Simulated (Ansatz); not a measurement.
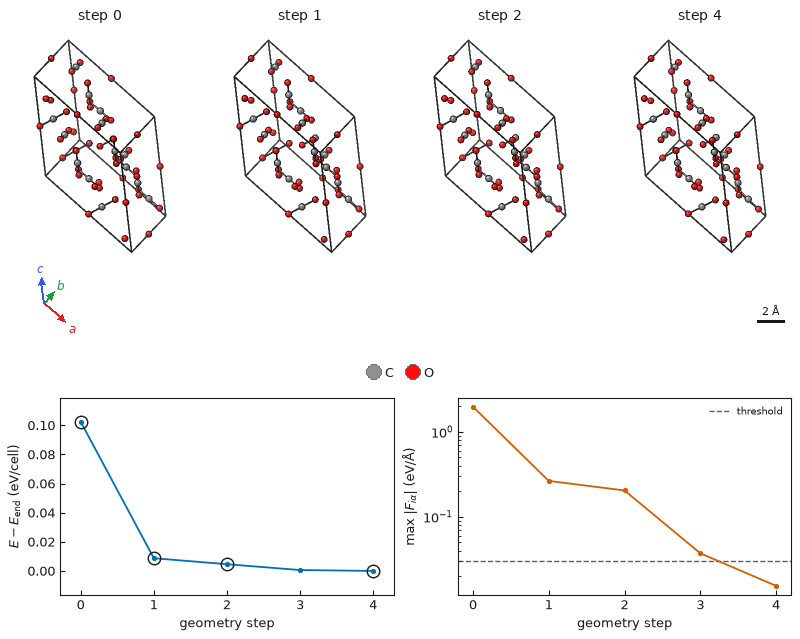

Frames of a relaxation of a defect cell of composition C₁₆O₃₁ (cell charge +2), marked on the history of the run. Style: ball-and-stick. Shown: the cell of the calculation (origin shifted), slightly off an axis.

Computed with DFT, PBE, plane-wave PAW, default files, scalar-relativistic (Ansatz).

Input file:
```yaml
crystal:
  lattice:
    - [-5.49707328, 5.49707328, 5.49707328]
    - [5.49707328, -5.49707328, 5.49707328]
    - [5.49707328, 5.49707328, -5.49707328]
  atoms:
    - { symbol: C, position: [0.0, 0.0, 0.0] }
    - { symbol: C, position: [0.5, 0.5, 0.0] }
    - { symbol: C, position: [0.5, 0.0, 0.5] }
    - { symbol: C, position: [0.0, 0.5, 0.5] }
    - { symbol: C, position: [0.25, 0.5, 0.25] }
    - { symbol: C, position: [0.75, 0.0, 0.25] }
    - { symbol: C, position: [0.75, 0.5, 0.75] }
    - { symbol: C, position: [0.25, 0.0, 0.75] }
    - { symbol: C, position: [0.25, 0.25, 0.5] }
    - { symbol: C, position: [0.75, 0.75, 0.5] }
    - { symbol: C, position: [0.75, 0.25, 0.0] }
    - { symbol: C, position: [0.25, 0.75, 0.0] }
    - { symbol: C, position: [0.5, 0.25, 0.25] }
    - { symbol: C, position: [0.0, 0.75, 0.25] }
    - { symbol: C, position: [0.0, 0.25, 0.75] }
    - { symbol: C, position: [0.5, 0.75, 0.75] }
    - { symbol: O, position: [0.62253698, 0.62253698, 0.12253698] }
    - { symbol: O, position: [0.62253698, 0.12253698, 0.62253698] }
    - { symbol: O, position: [0.12253698, 0.62253698, 0.62253698] }
    - { symbol: O, position: [0.75, 0.5, 0.62746302] }
    - { symbol: O, position: [0.25, 0.0, 0.62746302] }
    - { symbol: O, position: [0.25, 0.5, 0.12746302] }
    - { symbol: O, position: [0.75, 0.0, 0.12746302] }
    - { symbol: O, position: [0.62746302, 0.75, 0.5] }
    - { symbol: O, position: [0.12746302, 0.25, 0.5] }
    - { symbol: O, position: [0.12746302, 0.75, 0.0] }
    - { symbol: O, position: [0.62746302, 0.25, 0.0] }
    - { symbol: O, position: [0.5, 0.62746302, 0.75] }
    - { symbol: O, position: [0.0, 0.12746302, 0.75] }
    - { symbol: O, position: [0.0, 0.62746302, 0.25] }
    - { symbol: O, position: [0.5, 0.12746302, 0.25] }
    - { symbol: O, position: [0.87746302, 0.87746302, 0.87746302] }
    - { symbol: O, position: [0.37746302, 0.37746302, 0.87746302] }
    - { symbol: O, position: [0.37746302, 0.87746302, 0.37746302] }
    - { symbol: O, position: [0.87746302, 0.37746302, 0.37746302] }
    - { symbol: O, position: [0.25, 0.5, 0.37253698] }
    - { symbol: O, position: [0.75, 0.0, 0.37253698] }
    - { symbol: O, position: [0.75, 0.5, 0.87253698] }
    - { symbol: O, position: [0.25, 0.0, 0.87253698] }
    - { symbol: O, position: [0.37253698, 0.25, 0.5] }
    - { symbol: O, position: [0.87253698, 0.75, 0.5] }
    - { symbol: O, position: [0.87253698, 0.25, 0.0] }
    - { symbol: O, position: [0.37253698, 0.75, 0.0] }
    - { symbol: O, position: [0.5, 0.37253698, 0.25] }
    - { symbol: O, position: [0.0, 0.87253698, 0.25] }
    - { symbol: O, position: [0.0, 0.37253698, 0.75] }
    - { symbol: O, position: [0.5, 0.87253698, 0.75] }
total_charge: 2
kpoints:
  mp_grid: { grid: [3, 3, 3] }
scf:
  occupations: { method: fermi_dirac, width: 0.01 }
hamiltonian:
  xc: pbe
  pseudopotentials: { kind: paw }
output:
  forces: true
  stress: true
  populations: true
  efg: { quadrupole_moments_barn: { O: -0.02558 }, contact_densities: true }
relax:
  f_tol: 0.03
  max_steps: 40
```

Launched with:
```bash
ansatz run input.yaml --threads 1 --pin off --max-ram 3072MiB --backend cpu --events-out ev --progress --plain --runs-dir out
```

> Describe the path.

The largest move is that of O32, 0.28 Å along [1 1 1]. Largest moves by element: O 0.28 Å, C 0.24 Å. The cell stays as it was. Some distances before and after: C1–O32 1.167 → 1.133 Å. After 4 geometry steps the energy has fallen by 0.103 eV per cell of the calculation. Largest force component: 2 eV/Å at the start, 0.015 eV/Å at the end. From step 0 to 1: O32 moves most (0.19 Å), energy −93.8 meV per cell of the calculation. From step 1 to 2: O atoms move most (0.07 Å), energy −4.1 meV per cell of the calculation. From step 2 to 4: C1 moves most (0.05 Å), energy −4.6 meV per cell of the calculation.

Limits of the set-up: the cell is charged, on a uniform background, and energies carry no finite-size correction.
